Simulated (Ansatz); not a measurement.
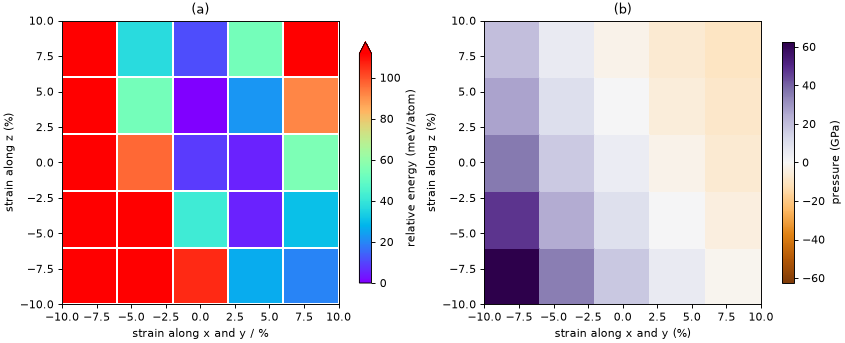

Ag (Fm-3m, No. 225; 1 atom in the cell). The cell is strained homogeneously, by one strain along x and y and another along z, with fractional coordinates fixed (x, y and z along the cube axes). Coordinates scanned: (1) strain along x and y; (2) strain along z. The scan uses a 5 × 5 grid. Points are written as (first, second). All energies are given in meV/atom relative to the lowest grid point. The reference cell is the one listed in the database, not relaxed at this level. These are results of Ansatz, DFT PBE, scalar-relativistic, plane waves, PAW, not measurements. Settings: cutoff 420 eV, k-mesh 20×20×20, gaussian smearing 0.15 eV, no spin polarisation.

Panel (a) is the energy; panel (b) is the computed pressure, in GPa.

Drawn: one coloured cell a grid point, one colour for all values above the top of the scale.

How does the pressure vary over the map, and what is it at the lowest grid point?

Answer. It runs from −10 GPa at (8 %, 8 %) to 63 GPa at (−8 %, −8 %). At the lowest grid point, (0 %, 4 %), it is 1 GPa.
